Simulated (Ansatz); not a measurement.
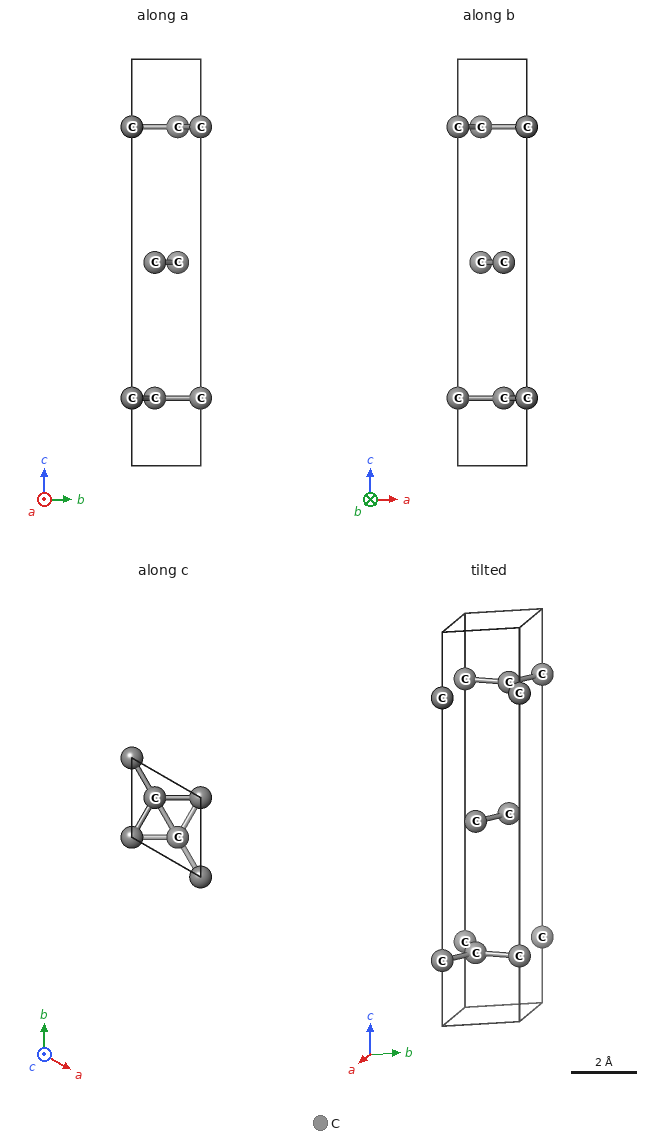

Ball-and-stick representation of a periodic structure, projected along the a axis, along the b axis, along the c axis and slightly off an axis. Lines trace the edges of the conventional unit cell.

Lattice parameters: a = 2.4665 Å, b = 2.4665 Å, c = 12.6433 Å, α = 90.000°, β = 90.000°, γ = 120.000°.

**From the views, write a CIF with its space group and independent sites.**

```cif
data_structure
_symmetry_space_group_name_H-M 'R -3 m :H'
_symmetry_Int_Tables_number 166
_cell_length_a 2.4665
_cell_length_b 2.4665
_cell_length_c 12.6433
_cell_angle_alpha 90.000
_cell_angle_beta 90.000
_cell_angle_gamma 120.000
_cell_volume 66.61
loop_
_atom_site_label
_atom_site_type_symbol
_atom_site_symmetry_multiplicity
_atom_site_Wyckoff_symbol
_atom_site_fract_x
_atom_site_fract_y
_atom_site_fract_z
_atom_site_occupancy
C1 C 6 c 0.0000 0.0000 0.1667 1
```

The model was built from a structure type filled with this element by a generator (whether the element takes this form wasn't checked). The final geometry of a relaxation with Ansatz 0.2.0, DFT PBE, scalar-relativistic, plane waves, PAW is shown.
